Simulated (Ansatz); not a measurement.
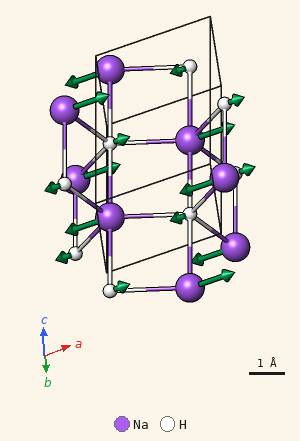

The lowest optical mode of a crystal of NaH (a generated structure), space group P6₃/mmc (No. 194), at the zone centre. The green arrows are the displacements of the atoms (eigenvector over the root of the mass), of arbitrary overall length and sign. The picture is a ball-and-stick view of the conventional cell, seen from a free direction. Lengths and directions refer to the drawn axes.

Level of theory: DFT PBE, scalar-relativistic, plane waves, PAW in Ansatz.

The input:
```yaml
crystal:
  lattice:
    - [3.4407091977, -1.9862476893, 0.0106385295]
    - [3.4407091977, 1.9862476893, 0.0106385295]
    - [-0.0150972654, 0.0, 4.8734233347]
  atoms:
    - { symbol: Na, position: [0.870144252, 0.870144252, 0.6392220005] }
    - { symbol: Na, position: [0.536832894, 0.536832894, 0.1392286895] }
    - { symbol: H, position: [0.8701381797, 0.8701381797, 0.1392361399] }
    - { symbol: H, position: [0.5368375836, 0.5368375836, 0.6392149003] }
basis:
  ecutwfc: 420
kpoints:
  mp_grid: { grid: [8, 8, 6] }
hamiltonian:
  xc: pbe
scf:
  occupations: { method: fixed }
output:
  eigenvalues: true
phonons:
  method: dfpt
  dielectric: true
  rigid_motions: translations
  eigenvectors: true
  qmesh: [2, 2, 2]
  temperatures: { t_max: 1000, t_step: 100 }
  qpath:
    path:
      - [[0.0, 0.0, 0.0], [0.50002418, 0.50005642, -4.19e-06], [0.33334946, 0.66669891, -4.19e-06], [0.0, 0.0, 0.0], [0.0, 0.0, 0.5], [0.50002418, 0.50005642, 0.49999581], [0.33334946, 0.66669891, 0.49999581], [0.0, 0.0, 0.5]]
      - [[0.50002418, 0.50005642, 0.49999581], [0.50002418, 0.50005642, -4.19e-06]]
      - [[0.33334946, 0.66669891, 0.49999581], [0.33334946, 0.66669891, -4.19e-06]]
    npoints: 8
```

Command:
```bash
ansatz run input.yaml --threads 1 --pin off --max-ram 2560MiB --backend cpu --events-out ev --progress --plain --runs-dir out
```

Frequencies are those without the non-analytic (LO–TO) term.

Is the structure stable against all modes at this point?

Yes: this softest mode has a real frequency, and so have all others here. That speaks for this wave vector alone: the rest of the zone wasn't checked in this run. This is the E₂g mode (doubly degenerate; one member of the set is drawn) at 17.7 meV, the lowest optical level, Raman-active by symmetry. All motion is along a; atoms of one kind move against one another, with no net shift of any sublattice; it mainly bends the H–Na bonds; the kinetic energy is shared as Na 99 %, H 1 %.
